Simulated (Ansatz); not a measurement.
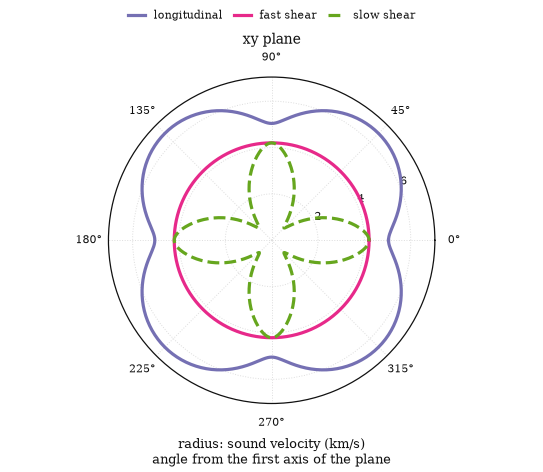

The plot gives the computed sound velocities against the direction of travel in the xy plane, from the elastic constants and the density for AlCu₃, space group Fm-3m (No. 225).

Starting cell:
```xyz
4
Lattice="0.0000 2.8291 2.8291 2.8291 0.0000 2.8291 2.8291 2.8291 0.0000" Properties=species:S:1:pos:R:3 pbc="T T T"
Al    0.0000    0.0000    0.0000
Cu    2.8291    2.8291    2.8291
Cu    1.4146    1.4146    1.4146
Cu    4.2437    4.2437    4.2437
```

Computed with Ansatz 0.2.0: elastic stress-strain coefficients at zero temperature from small strains of the given cell, Voigt order xx yy zz yz xz xy, Cartesian axes of the cell vectors; plane waves with PAW datasets, Γ-centred k mesh. Level: PBEsol, no spin polarisation.

wave cutoff 420 eV; k mesh 14×14×14; occupations Fermi–Dirac; smearing width 0.15 eV; ions relaxed; strain amplitude 0.005.

### How fast does sound travel along the Cartesian axes?

Along x the longitudinal wave runs at 5.04 km/s and the transverse ones at 4.20 and 4.20 km/s, the same along y and z; along x + y they run at 6.52, 4.20 and 0.76 km/s (density 7.98 g/cm³).

Limits of the calculation: metal sensitive to the k mesh.
